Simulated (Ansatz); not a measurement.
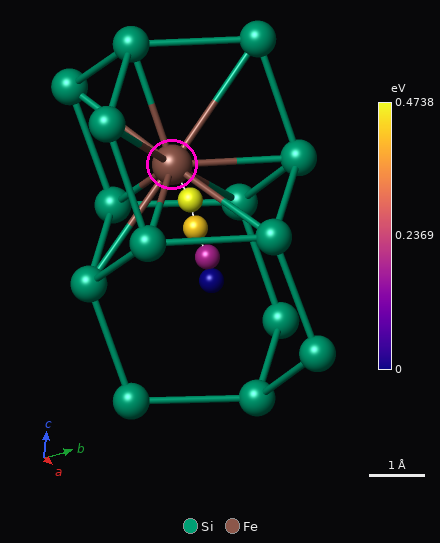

NEB run on Si with an interstitial Fe (17 atoms in the cell). Images are numbered from 0 (start) to 4 (end). The start is drawn whole; smaller spheres mark the moving atoms (Fe) in the later images, joined by lines and coloured by the energy of the image relative to the start. Style: ball-and-stick. Shown: the atoms within 4.2 Å of the middle of the path, slightly off an axis. The moving atom is ringed, with any periodic copies. Bonds to atoms that aren't drawn are left out.

Theory: DFT PBE, scalar-relativistic, plane waves, PAW in Ansatz 0.2.0. Set-up: plane-wave cutoff 420 eV; k-point mesh 2 × 2 × 2; Fermi-Dirac smearing 0.02 eV; spin collinear; 3 movable images; climbing image; force threshold 0.03 eV/Å; iteration limit 75; starting path by image-dependent pair potential.

**Describe the path and its energy.**

The Fe atom travels furthest, 2.31 Å from end to end, along [1 1 −3], on a path that bends up to 0.12 Å away from the straight line. At the highest image its nearest neighbour (Si) is 2.32 Å away, against 2.37 Å at the start, and the surrounding atoms stand up to 0.23 Å off the mean of their end positions. The two ends have the same energy, and the highest point, image 1, lies 0.47 eV above the start. The band converged in 20 iterations. The climbing image converged on the top of the path. A check of its curvatures didn't confirm a first-order saddle.

Limits of the set-up: the k-point mesh is coarse for a cell with partly filled bands; the periodic images lie only 7.7 Å apart, so the values are limited by the cell's size.

The run took 27 min on 2 threads of Intel(R) Xeon(R) CPU @ 2.60GHz (Ice Lake), on a shared host, peak memory 1.7 GiB.

PAW datasets: the set soft_1.
